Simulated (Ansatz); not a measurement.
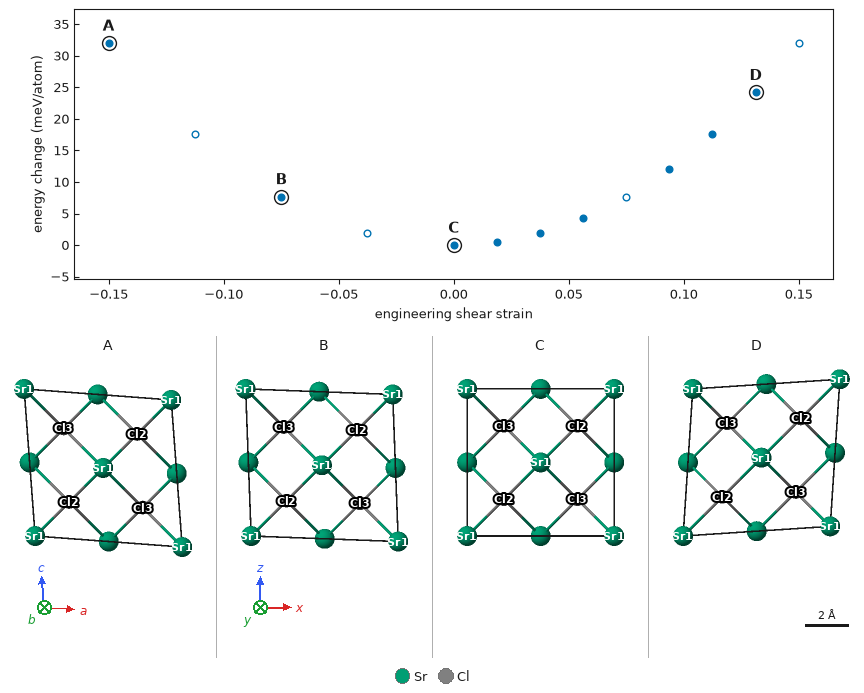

Solid SrCl$_{2}$ (Fm-3m): the cell is strained in shear in the xz plane, with the atoms kept at their fractional coordinates. x, y and z are the Cartesian axes of the input. The lettered frames are marked on the plot. Hollow markers are points alike by symmetry, not computed again. The picture is a ball-and-stick view of the conventional cell (4 times the calculation's cell), seen along the b axis. Lengths and directions refer to the drawn axes.

Level of theory: DFT PBE, scalar-relativistic, plane waves, PAW in Ansatz 0.2.0. Settings: plane-wave cutoff 420 eV; k-point mesh 6 × 6 × 6; occupations gaussian; smearing width 0.05 eV; no spin polarisation. Energies (free energies at the smearing named) are counted from the cell as listed in its source, which wasn't relaxed.

> Read off the main features of the energy profile.

The lowest computed point lies at the strain 0.00 (0.0 meV/atom). The unrelaxed reference is under a pressure of 1.1 GPa. The distortion takes the space group from Fm-3m to Immm. At the strain −0.15 the cell of the drawing goes a 6.971 → 6.991 Å, c 6.971 → 6.991 Å, β 90.0° → 98.6°.
